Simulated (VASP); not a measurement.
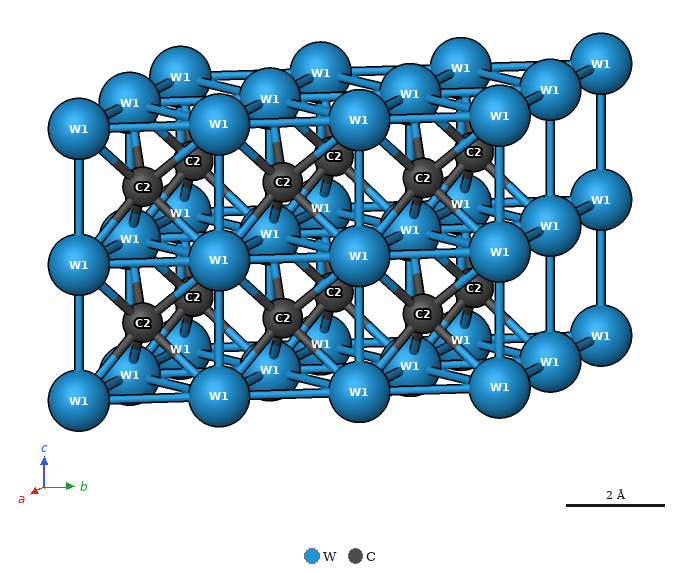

*The structure as given in the input (ball-and-stick view of the cell of the calculation, repeated 2 × 3 × 2, seen slightly off an axis; atoms are numbered from 1 in the order of the input).*

# Geometry relaxation, with input and output: WC (part 1 of 2)

- system: WC (P-6m2, 2 atoms in the cell)
- method: Kohn-Sham DFT of a periodic cell, PBEsol with D3, VASP PAW PBE potentials, recommended, no spin polarisation (VASP 6.6.1)

The structure derives from an entry of the Crystallography Open Database.

OSZICAR
```
N       E                     dE             d eps       ncg     rms          rms(c)
DAV:   1     0.119909783448E+03    0.11991E+03   -0.10624E+04  1820   0.171E+03
DAV:   2    -0.224752854573E+02   -0.14239E+03   -0.13871E+03  2060   0.408E+02
DAV:   3    -0.267662195737E+02   -0.42909E+01   -0.42515E+01  2221   0.639E+01
DAV:   4    -0.268089459954E+02   -0.42726E-01   -0.42701E-01  2031   0.673E+00
DAV:   5    -0.268093133407E+02   -0.36735E-03   -0.36725E-03  2150   0.635E-01    0.331E+01
DAV:   6    -0.240164743859E+02    0.27928E+01   -0.87493E+00  2070   0.307E+01    0.917E+00
DAV:   7    -0.239379686927E+02    0.78506E-01   -0.38307E-01  1895   0.560E+00    0.621E+00
DAV:   8    -0.239060325182E+02    0.31936E-01   -0.72446E-02  2015   0.243E+00    0.744E-01
DAV:   9    -0.239050905425E+02    0.94198E-03   -0.34135E-03  1955   0.457E-01    0.115E-01
DAV:  10    -0.239049471899E+02    0.14335E-03   -0.27342E-04  2150   0.232E-01    0.707E-02
DAV:  11    -0.239049453518E+02    0.18381E-05   -0.34761E-05  1990   0.514E-02    0.119E-02
DAV:  12    -0.239049439565E+02    0.13953E-05   -0.58482E-06  1960   0.206E-02    0.401E-03
DAV:  13    -0.239049439781E+02   -0.21691E-07   -0.11628E-07  1245   0.363E-03
   1 F= -.24480689E+02 E0= -.24479794E+02  d E =-.244807E+02
       N       E                     dE             d eps       ncg     rms          rms(c)
DAV:   1    -0.242864573690E+02   -0.38151E+00   -0.11229E+01  1845   0.492E+01    0.109E+01
DAV:   2    -0.239029861641E+02    0.38347E+00   -0.83192E-01  1855   0.126E+01    0.224E+00
DAV:   3    -0.238396640607E+02    0.63322E-01   -0.10929E-01  1975   0.343E+00    0.720E-01
DAV:   4    -0.238309097647E+02    0.87543E-02   -0.21512E-02  2015   0.171E+00    0.910E-01
DAV:   5    -0.238308201969E+02    0.89568E-04   -0.21072E-03  2065   0.536E-01    0.418E-02
DAV:   6    -0.238307756411E+02    0.44556E-04   -0.20552E-04  2060   0.122E-01    0.805E-03
DAV:   7    -0.238307739076E+02    0.17334E-05   -0.80456E-06  2000   0.322E-02    0.910E-03
DAV:   8    -0.238307736234E+02    0.28425E-06   -0.90142E-07  1950   0.131E-02    0.112E-03
DAV:   9    -0.238307735859E+02    0.37448E-07   -0.21914E-08   940   0.203E-03
   2 F= -.24436685E+02 E0= -.24435702E+02  d E =0.440036E-01
       N       E                     dE             d eps       ncg     rms          rms(c)
DAV:   1    -0.241620668007E+02   -0.33129E+00   -0.64428E+00  1850   0.387E+01    0.775E+00
DAV:   2    -0.239421117765E+02    0.21996E+00   -0.56708E-01  1870   0.954E+00    0.160E+00
DAV:   3    -0.239090009761E+02    0.33111E-01   -0.63859E-02  1940   0.228E+00    0.477E-01
DAV:   4    -0.239035637157E+02    0.54373E-02   -0.15459E-02  2010   0.146E+00    0.592E-01
DAV:   5    -0.239036092134E+02   -0.45498E-04   -0.11394E-03  2056   0.401E-01    0.441E-02
DAV:   6    -0.239035528452E+02    0.56368E-04   -0.17859E-04  2040   0.105E-01    0.556E-03
DAV:   7    -0.239035531885E+02   -0.34331E-06   -0.77012E-06  1995   0.272E-02    0.783E-03
DAV:   8    -0.239035531223E+02    0.66199E-07   -0.23945E-07  1782   0.543E-03
   3 F= -.24486725E+02 E0= -.24485827E+02  d E =-.603613E-02
       N       E                     dE             d eps       ncg     rms          rms(c)
DAV:   1    -0.239034158899E+02    0.13730E-03   -0.30948E-04  1845   0.262E-01    0.538E-02
DAV:   2    -0.239034051363E+02    0.10754E-04   -0.25609E-05  1870   0.659E-02    0.108E-02
DAV:   3    -0.239034036585E+02    0.14778E-05   -0.29800E-06  1935   0.161E-02    0.337E-03
DAV:   4    -0.239034035439E+02    0.11461E-06   -0.71801E-07  2010   0.991E-03    0.441E-03
DAV:   5    -0.239034037197E+02   -0.17588E-06   -0.49622E-08   930   0.276E-03    0.292E-04
DAV:   6    -0.239034037239E+02   -0.42010E-08   -0.12584E-08   915   0.121E-03
   4 F= -.24486727E+02 E0= -.24485829E+02  d E =-.603788E-02
       N       E                     dE             d eps       ncg     rms          rms(c)
DAV:   1    -0.239037303664E+02   -0.32665E-03   -0.27216E-02  1835   0.199E+00    0.138E-01
DAV:   2    -0.239031613419E+02    0.56902E-03   -0.10922E-03  1935   0.330E-01    0.744E-02
DAV:   3    -0.239029551003E+02    0.20624E-03   -0.51587E-04  1970   0.211E-01    0.297E-02
DAV:   4    -0.239029552748E+02   -0.17454E-06   -0.13723E-05  1935   0.391E-02    0.162E-02
DAV:   5    -0.239029552120E+02    0.62852E-07   -0.12461E-06  2085   0.115E-02    0.183E-03
DAV:   6    -0.239029551918E+02    0.20184E-07   -0.18859E-07  1301   0.442E-03
   5 F= -.24486729E+02 E0= -.24485827E+02  d E =-.184920E-05
       N       E                     dE             d eps       ncg     rms          rms(c)
DAV:   1    -0.239034332138E+02   -0.47800E-03   -0.67112E-03  1835   0.989E-01    0.688E-02
DAV:   2    -0.239032939534E+02    0.13926E-03   -0.26920E-04  1935   0.165E-01    0.369E-02
DAV:   3    -0.239032426571E+02    0.51296E-04   -0.12839E-04  1970   0.106E-01    0.147E-02
DAV:   4    -0.239032425870E+02    0.70067E-07   -0.35371E-06  1930   0.198E-02    0.806E-03
DAV:   5    -0.239032423567E+02    0.23029E-06   -0.31224E-07  2000   0.578E-03    0.911E-04
DAV:   6    -0.239032423244E+02    0.32338E-07   -0.45679E-08   920   0.221E-03
   6 F= -.24486791E+02 E0= -.24485892E+02  d E =-.640161E-04
```

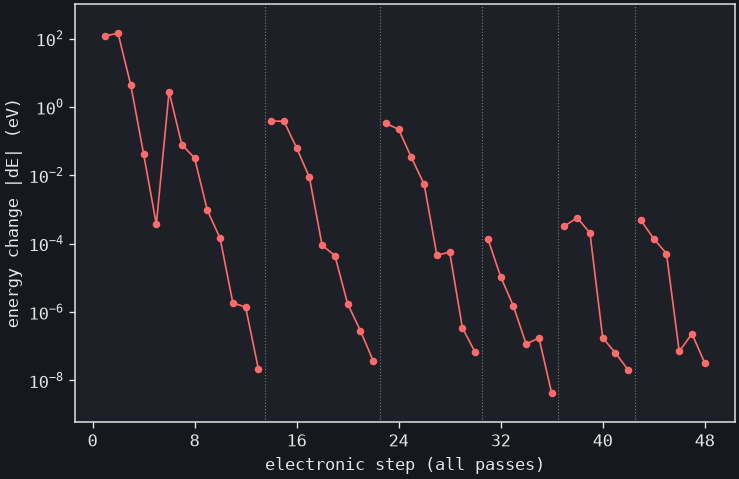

*Convergence of the self-consistent field: energy change |dE| against the electronic step. Each stretch between dotted lines is the SCF of one geometry step of a relaxation.*

The 6 ionic steps take 6 to 13 electronic steps each. The density is held fixed in the first few steps, and dE rises again when its update begins.

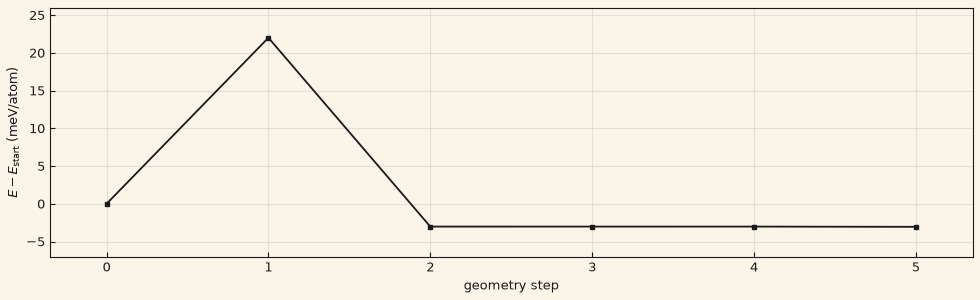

*Progress of the relaxation, step by step (steps are counted from 0).*

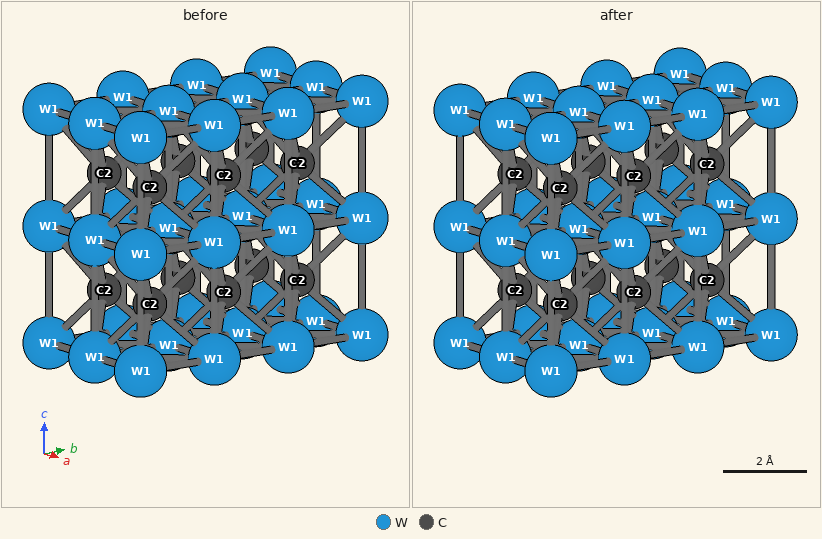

*Before (left) and after (right) the relaxation, at one scale (ball-and-stick view of the cell of the calculation, repeated 2 × 3 × 2, seen slightly off an axis).*

After 5 geometry steps the energy has fallen by 3.1 meV per atom. All forces vanish by symmetry, so only the cell relaxes. No atom moves by more than 0.005 Å relative to the cell. The drawn cell changes as follows: a 2.906 → 2.890 Å (−0.6 %), b 2.907 → 2.890 Å (−0.6 %), c 2.837 → 2.825 Å (−0.4 %); the volume changes by −1.5 %. Distances before and after: W1–W1 2.907 → 2.890 Å, W1–C2 2.197 → 2.186 Å. The space group stays P-6m2 (No. 187). (Atoms are counted from 1 in the order of the input.)

Parts of OUTCAR
```
EDIFF = 1E-7
   EDIFFG = -0.01
   ENCUT = 600
   GGA = PS
   IBRION = 2
   ISIF = 3
   ISMEAR = -1
   IVDW = 11
   LASPH = T
   LREAL = F
   NELM = 60
   NSW = 60
   PREC = Accurate
 IVDW          = 11
 VDW_S6        =  1.00000000  s6, scaling of the dipole-dipole dispersion
 VDW_S8        =  0.61199999  s8, scaling of the dipole-quadrupole dispersion
 VDW_RADIUS    = 50.20216178  two-body interaction cutoff (in Angstroms)
 VDW_CNRADIUS  = 21.16708996  CN, coordination number cutoff (in Angstroms)

 ion  position               nearest neighbor table
   1  0.000  0.000  0.000-   2 2.20   2 2.20   2 2.20   2 2.20   2 2.20   2 2.20
   2  0.667  0.333  0.500-   1 2.20   1 2.20   1 2.20   1 2.20   1 2.20   1 2.20

  LATTYP: Found a hexagonal cell.
 ALAT       =     2.9065000000
 C/A-ratio  =     0.9759504559

  Lattice vectors:

 A1 = (   2.9065000000,   0.0000000000,   0.0000000000)
 A2 = (  -1.4532500000,   2.5171028361,   0.0000000000)
 A3 = (   0.0000000000,   0.0000000000,   2.8366000000)

Analysis of symmetry for initial positions (statically):
=====================================================================
 Subroutine PRICEL returns:
 Original cell was already a primitive cell.

 Routine SETGRP: Setting up the symmetry group for a
 hexagonal supercell.

 Subroutine GETGRP returns: Found 12 space group operations
 (whereof 12 operations were pure point group operations)
 out of a pool of 24 trial point group operations.

The static configuration has the point symmetry D_3h.

Analysis of symmetry for dynamics (positions and initial velocities):
=====================================================================
 Subroutine PRICEL returns:
 Original cell was already a primitive cell.

 Routine SETGRP: Setting up the symmetry group for a
 hexagonal supercell.

 Subroutine GETGRP returns: Found 12 space group operations
 (whereof 12 operations were pure point group operations)
 out of a pool of 24 trial point group operations.

The dynamic configuration has the point symmetry D_3h.

 Subroutine INISYM returns: Found 12 space group operations
 (whereof 12 operations are pure point group operations),
 and found     1 'primitive' translations

----------------------------------------------------------------------------------------

                                     Primitive cell

  volume of cell :      20.7525

  direct lattice vectors                    reciprocal lattice vectors
     2.906500000  0.000000000  0.000000000     0.344056425  0.198641070  0.000000000
    -1.453250000  2.517102836  0.000000000     0.000000000  0.397282139  0.000000000
     0.000000000  0.000000000  2.836600000     0.000000000  0.000000000  0.352534725

  length of vectors
     2.906500000  2.906500000  2.836600000     0.397282139  0.397282139  0.352534725

  position of ions in fractional coordinates (direct lattice)
     0.000000000  0.000000000  0.000000000
     0.666666667  0.333333333  0.500000000

  ion indices of the primitive-cell ions
   primitive index   ion index
                 1           1
                 2           2

----------------------------------------------------------------------------------------

 KPOINTS: k-points

Automatic generation of k-mesh.
 Grid dimensions read from file:
 generate k-points for:   10   10    9

 Generating k-lattice:

  Cartesian coordinates                     Fractional coordinates (reciprocal lattice)
     0.034405643  0.019864107  0.000000000     0.100000000  0.000000000  0.000000000
     0.000000000  0.039728214  0.000000000     0.000000000  0.100000000  0.000000000
     0.000000000  0.000000000  0.039170525     0.000000000  0.000000000  0.111111111

  Length of vectors
     0.039728214  0.039728214  0.039170525

  Shift w.r.t. Gamma in fractional coordinates (k-lattice)
     0.000000000  0.000000000  0.000000000

 Subroutine IBZKPT returns following result:
 ===========================================

 Found     70 irreducible k-points:

 Following reciprocal coordinates:
            Coordinates               Weight
  0.000000  0.000000  0.000000      1.000000
  0.100000  0.000000  0.000000      6.000000
  0.200000  0.000000  0.000000      6.000000
  0.300000  0.000000  0.000000      6.000000
  0.400000  0.000000  0.000000      6.000000
  0.500000  0.000000  0.000000      3.000000
  0.100000  0.100000  0.000000      6.000000
  0.200000  0.100000  0.000000     12.000000
  0.300000  0.100000  0.000000     12.000000
  0.400000  0.100000  0.000000     12.000000
  0.200000  0.200000  0.000000      6.000000
  0.300000  0.200000  0.000000     12.000000
  0.400000  0.200000  0.000000      6.000000
  0.300000  0.300000  0.000000      6.000000
  0.000000  0.000000  0.111111      2.000000
  0.100000  0.000000  0.111111     12.000000
  0.200000  0.000000  0.111111     12.000000
  0.300000  0.000000  0.111111     12.000000
  0.400000  0.000000  0.111111     12.000000
  0.500000  0.000000  0.111111      6.000000
  0.100000  0.100000  0.111111     12.000000
  0.200000  0.100000  0.111111     24.000000
  0.300000  0.100000  0.111111     24.000000
  0.400000  0.100000  0.111111     24.000000
 [... further k-points ...]
   k-points           NKPTS =     70   k-points in BZ     NKDIM =     70   number of bands    NBANDS=     13
   number of dos      NEDOS =    301   number of ions     NIONS =      2
   total plane-waves  NPLWV =  13824
   dimension x,y,z NGX =    24 NGY =   24 NGZ =   24
   dimension x,y,z NGXF=    48 NGYF=   48 NGZF=   48
   ions per type =               1   1
   NGX,Y,Z   is equivalent  to a cutoff of  13.73, 13.73, 14.07 a.u.
   NGXF,Y,Z  is equivalent  to a cutoff of  27.46, 27.46, 28.13 a.u.
 SYSTEM =  unknown system
   PREC   = accura    normal or accurate (medium, high low for compatibility)
   ISTART =      0    job   : 0-new  1-cont  2-samecut
   ICHARG =      2    charge: 1-file 2-atom 10-const
   ISPIN  =      1    spin polarized calculation?
   LNONCOLLINEAR =      F non collinear calculations
   LSORBIT =      F    spin-orbit coupling
   LASPH  =      T    aspherical Exc in radial PAW
   ENCUT  =  600.0 eV  44.10 Ry    6.64 a.u.   5.81  5.81  5.67*2*pi/ulx,y,z
   NELM   =     60;   NELMIN=  2; NELMDL= -5     # of ELM steps
   EDIFF  = 0.1E-06   stopping-criterion for ELM
   LREAL  =      F    real-space projection
   EDIFFG = -.1E-01   stopping-criterion for IOM
   NSW    =     60    number of steps for IOM
   IBRION =      2    ionic relax: 0-MD 1-quasi-New 2-CG
   NFREE  =      1    steps in history (QN), initial steepest desc. (CG)
   ISIF   =      3    stress and relaxation
   ISYM   =      2    0-nonsym 1-usesym 2-fastsym
   POTIM  = 0.5000    time-step for ionic-motion
   TEBEG  =    0.0;   TEEND  =   0.0 temperature during run
   PSTRESS=    0.0 pullay stress
   NELECT =      18.0000    total number of electrons
   NUPDOWN=      -1.0000    fix difference up-down
   EMIN   =  10.00;   EMAX   =-10.00  energy-range for DOS
   EFERMI =   0.00;   METHOD = LEGACY
   ISMEAR =    -1;   SIGMA  =   0.05  broadening in eV -4-tet -1-fermi 0-gaus
   EFERMI_NEDOS =   21; number of points for ismear=-14 and -15
   IALGO  =     38    algorithm
   IMIX   =      4    mixing-type and parameters
     AMIX     =   0.40;   BMIX     =  1.00
     AMIX_MAG =   1.60;   BMIX_MAG =  1.00
  volume/ion in A,a.u.               =      10.38        70.02
  Fermi-wavevector in a.u.,A,eV,Ry     =   1.561262  2.950358 33.164744  2.437540
  Thomas-Fermi vector in A             =   2.664353
   LORBIT       =      0    0 simple, 1 ext, 2 COOP (PROOUT), +10 PAW based schemes
   GGA     = PS    functional components
   LHFCALC =     F    Hartree Fock is set to
   AEXX    =    0.0000 exact exchange contribution
   IVDW    =    11    specifies the selected vdW correction
   LEPSILON=     F    determine dielectric tensor
   LRPA    =     F    only Hartree local field effects (RPA)
 conjugate gradient relaxation of ions
 non-spin polarized calculation
  energy-cutoff  :      600.00
  volume of cell :       20.75
 maximum number of plane-waves:       703
 NGX is ok and might be reduce to    24
   NGX = 11   NGY = 11   NGZ = 11

--------------------------------------- Ionic step        1  -------------------------------------------

 number of electron      18.0000000 magnetization

 Free energy of the ion-electron system (eV)
  ---------------------------------------------------
  ext. energy  EPLUGINS =         0.00000000
  ---------------------------------------------------
  free energy    TOTEN  =       -23.90494398 eV

  energy without entropy =      -23.90315426  energy(sigma->0) =      -23.90404912

------------------------ aborting loop because EDIFF is reached ----------------------------------------

 Edisp (eV)   -0.57574

 E8    (eV) :    -0.3661

  FORCE on cell =-STRESS in cart. coord.  units (eV):
  Direction    XX          YY          ZZ          XY          YZ          ZX
  --------------------------------------------------------------------------------------
  -------------------------------------------------------------------------------------
  Total      -0.79787    -0.79787    -0.78057     0.00000    -0.00000     0.00000
  in kB     -61.59928   -61.59928   -60.26356     0.00000    -0.00000     0.00000
  external pressure =      -61.15 kB  Pullay stress =        0.00 kB

 VOLUME and BASIS-vectors are now :
```
